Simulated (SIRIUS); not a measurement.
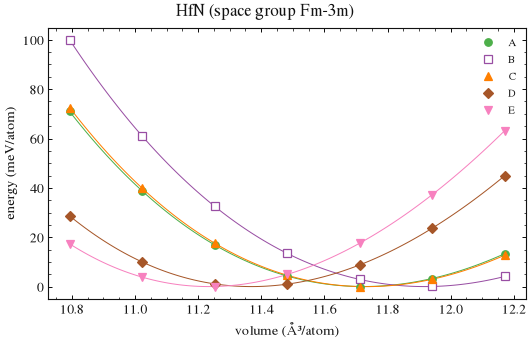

Plotted: energy against volume, with one curve for each functional, for HfN (space group Fm-3m). The labels are replaced by letters. In alphabetical order the cases are: LDA; PBE; PBEsol; PW91; RPBE.

Calculation (SIRIUS 7.12.0): plane-wave DFT, no spin polarisation; energies at scaled volumes of the given cell, shape and fractions fixed, counted from the fit's minimum, third-order Birch-Murnaghan fit. All runs: no spin polarisation.

```
       setting        value
   occupations  Fermi–Dirac
smearing width      0.05 eV
   wave cutoff      1152 eV
density cutoff      4606 eV
```

Question: Which letter stands for which functional?

Answer: A: PBE; B: RPBE; C: PW91; D: PBEsol; E: LDA.

Caveats: coarse k mesh (PBE).
